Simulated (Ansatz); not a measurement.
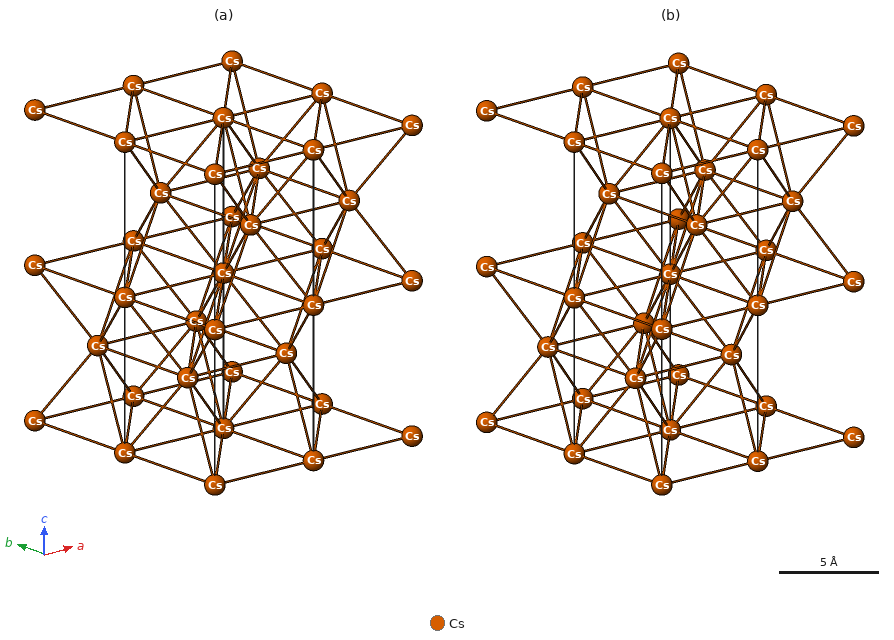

Left: a symmetric starting cell of Cs. Right: the same structure after one change, at the same scale. A ball-and-stick model of the cell of the calculation, repeated 2 × 2 × 1 with one cell outlined, seen from a free direction.

Theory: DFT PBE, scalar-relativistic, plane waves, PAW in Ansatz. Set-up: plane-wave cutoff 420 eV; k-point mesh 9 × 9 × 4; occupations gaussian; smearing width 0.1 eV; no spin polarisation.

> Which change leads from the left to the right?

The cell is strained by +0.3 % along c and −2.7 % across it (volume −5.1 %), the atoms keeping their fractional coordinates. No relaxation follows. The starting cell wasn't computed here and needn't be at equilibrium, so pressure and forces aren't due to the change alone.

> How do the computed properties respond?

The pressure is 0.0 GPa (not all of it need come from the change, since the unchanged cell can be under pressure at this level too). All forces vanish by symmetry. Some distances before and after: Cs–Cs 5.566 → 5.415 Å, Cs–Cs 5.636 → 5.598 Å. The space group stays P6_3/mmc (No. 194).
